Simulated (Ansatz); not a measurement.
**AlGa2N2: density, localisation and related maps**

Input

```
crystal:
  lattice:
    - [3.6797506684, 0.0, 0.0]
    - [0.0, 3.6797506684, 0.0]
    - [0.0, 0.0, 4.9624935041]
  atoms:
    - { symbol: Al, position: [0.0, 0.0, 0.0] }
    - { symbol: Ga, position: [0.5, 0.5, 0.2563690577] }
    - { symbol: Ga, position: [0.5, 0.5, 0.7436309423] }
    - { symbol: "N", position: [0.0, 0.5, 0.5] }
    - { symbol: "N", position: [0.5, 0.0, 0.5] }
basis:
  ecutwfc: 420
kpoints:
  mp_grid: { grid: [10, 10, 8] }
  band_path:
    path:
      - [[0.0, 0.0, 0.0], [0.0, 0.5, 0.0], [0.5, 0.5, 0.0], [0.0, 0.0, 0.0], [0.0, 0.0, 0.5], [0.0, 0.5, 0.5], [0.5, 0.5, 0.5], [0.0, 0.0, 0.5]]
      - [[0.0, 0.5, 0.0], [0.0, 0.5, 0.5]]
      - [[0.5, 0.5, 0.0], [0.5, 0.5, 0.5]]
    npoints: 14
hamiltonian:
  xc: pbe
scf:
  occupations: { method: gaussian, width: 0.1 }
  n_extra_bands: 12
output:
  forces: true
  stress: true
  eigenvalues: true
  populations: true
  dos: { projected: true, de: 0.02, nscf_kmesh: { grid: [12, 12, 10] } }
  bader: true
  write_density: true
  write_potential: true
  elf: true
  volumetric_format: npy
```

Launched as:

```sh
ansatz run input.yaml --threads 1 --pin off --max-ram 2560MiB --backend cpu --events-out ev --progress --plain --runs-dir out
```

Below, planes, directions and counts refer to the conventional cell (a = 3.68 Å, b = 3.68 Å, c = 4.96 Å, α = 90.00°, β = 90.00°, γ = 90.00°).

Space group P4/mmm; a structure generated by program, which may or may not match a known phase; computed without spin polarisation.

Method: DFT PBE, scalar-relativistic, plane waves, PAW in Ansatz 0.2.0.

The density is the valence pseudo-density of a PAW calculation; it isn't the true density close to the nuclei.

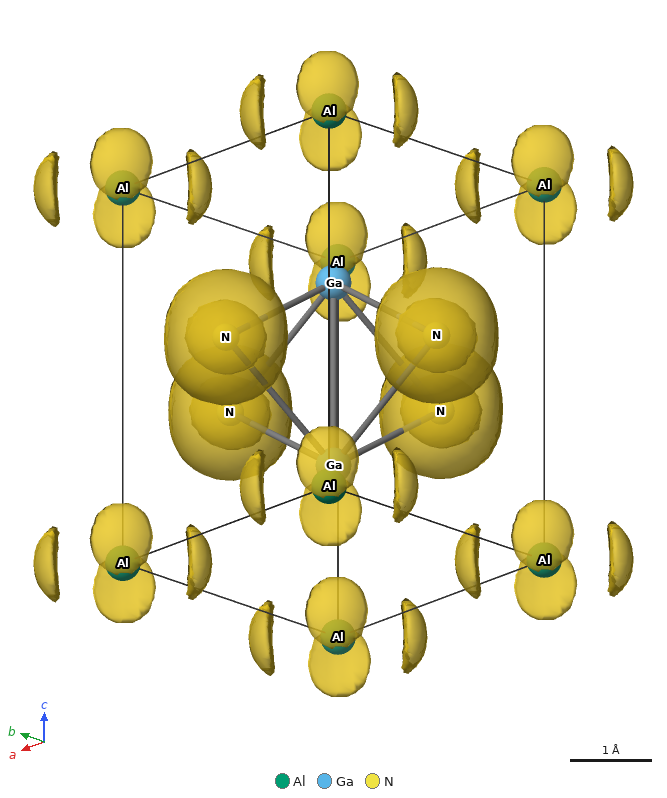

Figure 1. Isosurface of the ELF at 0.75 (yellow), seen at an oblique angle. Core shells and regions of very low density are left out. Sticks mark near contacts.

Question: What do the ELF domains correspond to?

Answer: At this value the surface marks out two regions wrapped around N (the valence shell of each) and four pockets between the atoms, centred on no nucleus (multi-centre or interstitial), counted in one cell of 5 atoms. Regions shared between cells count once. Along the contacts the grid gives the following. Ga–N (2.20 Å): the ELF peaks at about 0.85 in the valence shell of N, 0.6 Å from its nucleus, and is about 0.30 at the midpoint. Ga–Ga (2.42 Å): the ELF is about 0.20 at the midpoint: no shared electron pair shows on this line.

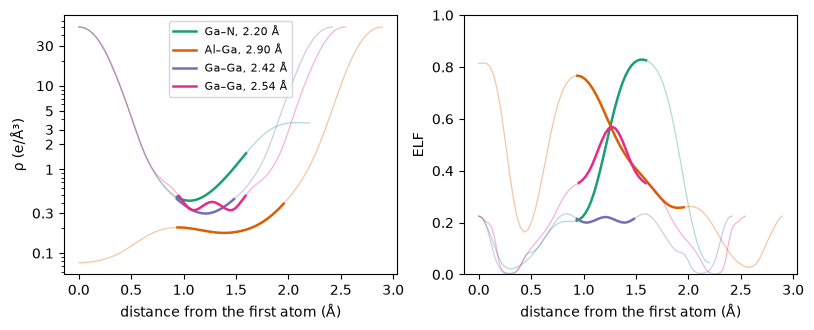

Figure 2. Valence charge density (pseudo) and electron localisation function along straight lines between neighbouring atoms. Thin, pale parts lie inside the atomic spheres.

Question: What can be read from the curves?

Answer: Ga–N (2.20 Å): ρ at the midpoint is about 0.43 e/Å³; the ELF peaks at about 0.85 in the valence shell of N, 0.6 Å from its nucleus, and is about 0.30 at the midpoint.
Al–Ga (2.90 Å): ρ is about 0.18 e/Å³ halfway; the ELF is about 0.45 at the midpoint.
Ga–Ga (2.42 Å): the density is about 0.3 e/Å³ at the midpoint; the ELF is about 0.20 at the midpoint; no shared electron pair shows on this line.
Ga–Ga (2.54 Å): ρ is about 0.41 e/Å³ halfway; the ELF reaches about 0.55 near the midpoint.

Question: What Bader charges does the calculation give?

Answer: Electrons move from Al and Ga towards N. Bader charges: Al +0.69, Ga +0.73 and N −1.08 e.

Question: Does the calculation make it a metal, or give it a gap?

Answer: It is gapless in this calculation (a metal or semimetal).
